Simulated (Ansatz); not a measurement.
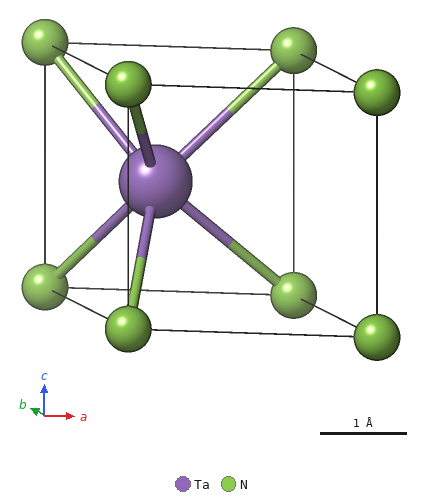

Phonons of a crystal of TaN, space group P-6m2 (No. 187), at the zone centre. The picture is a ball-and-stick view of the cell of the calculation, seen slightly off an axis.

All numbers below come from DFT PBE, scalar-relativistic, plane waves, PAW in Ansatz. Set-up: plane-wave cutoff 420 eV; k-point mesh 24 × 24 × 20; occupations fermi dirac; smearing width 0.15 eV; no spin polarisation.

The frequencies depend somewhat on the k-mesh and the smearing.

Q: List the optical modes.

A: The calculation's cell holds 2 atoms, so there are 3 optical modes, in 2 levels. The optical modes span E′ + A₂″. No level is unstable.

| level | symmetry | frequency (cm⁻¹) | activity |
| --- | --- | --- | --- |
| 1 | E′ | 511 | infrared- and Raman-active |
| 2 | A₂″ | 530 | infrared-active |

The crystal is a metal, so free carriers screen the infrared response.

The modes drawn as arrows (one member of each degenerate set):

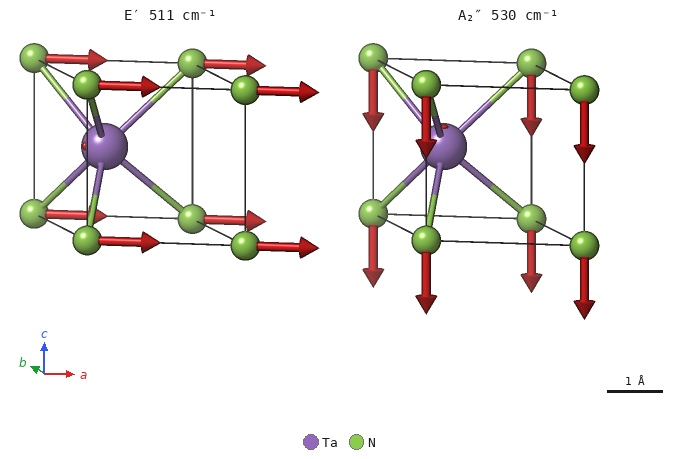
